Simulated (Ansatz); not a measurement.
Consider this structure.

```yaml
crystal:
  lattice:
    - [2.50419, 0.00000, 0.00000]
    - [0.00000, 3.76980, 0.00000]
    - [0.00000, 0.00000, 25.68251]
  atoms:
    - { symbol: B, position: [0.50000, 0.75464, 0.29291] }
    - { symbol: N, position: [0.00000, 0.69747, 0.31894] }
    - { symbol: B, position: [0.00000, 0.56164, 0.37301] }
    - { symbol: N, position: [0.50000, 0.49431, 0.39859] }
    - { symbol: B, position: [0.50000, 0.35058, 0.45160] }
    - { symbol: N, position: [0.00000, 0.27886, 0.47702] }
    - { symbol: B, position: [0.00000, 0.12968, 0.52967] }
    - { symbol: N, position: [0.50000, 0.05554, 0.55490] }
    - { symbol: B, position: [0.50000, 0.90074, 0.60737] }
    - { symbol: N, position: [0.00000, 0.82529, 0.63189] }
    - { symbol: B, position: [0.00000, 0.66342, 0.68582] }
    - { symbol: N, position: [0.50000, 0.59382, 0.70709] }
```

### Before looking at a picture, describe the arrangement of atoms.

The solid is BN. The cell has 12 atoms, namely 6 B, 6 N. The numbers of neighbours within bonding distance are B 2 to 3 (mean 2.8) and N 2 to 3 (mean 2.8). The bonds build BN chains along [100].

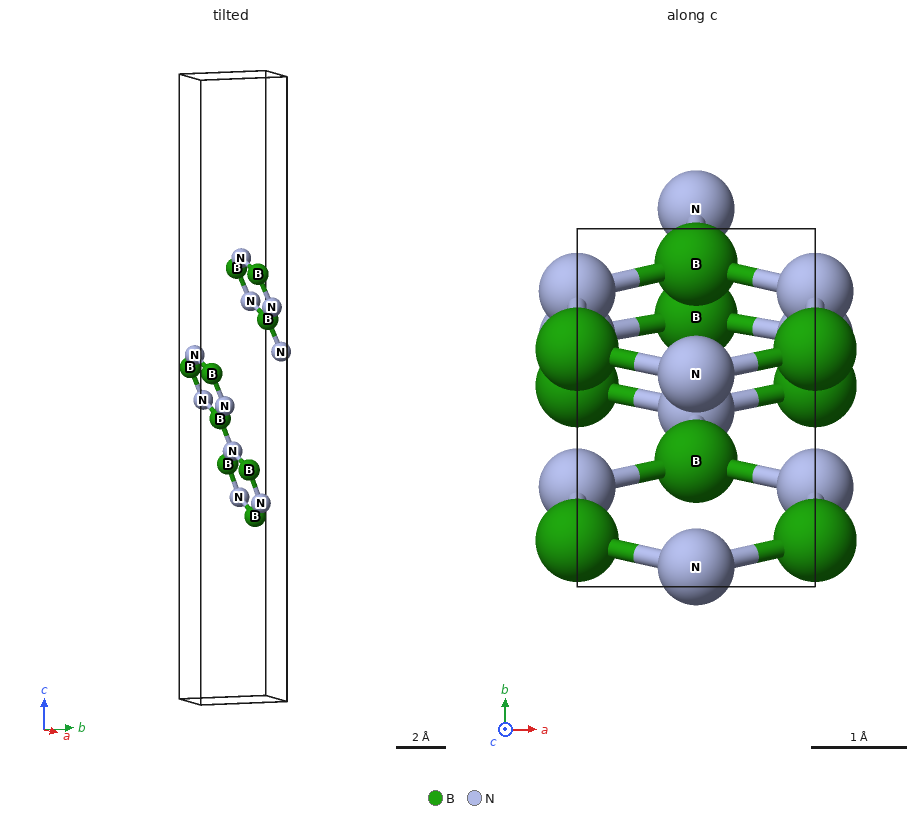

The figure gives a ball-and-stick picture of the atoms, viewed slightly off an axis and along the c axis. The frame is the simulation cell; atoms at its boundary are shown with their periodic copies.

The cell started as a structure listed in the Materials Project, from which a slab was cut. The atoms were relaxed in a fixed cell with DFT PBEsol, scalar-relativistic, plane waves, PAW in Ansatz 0.2.0.
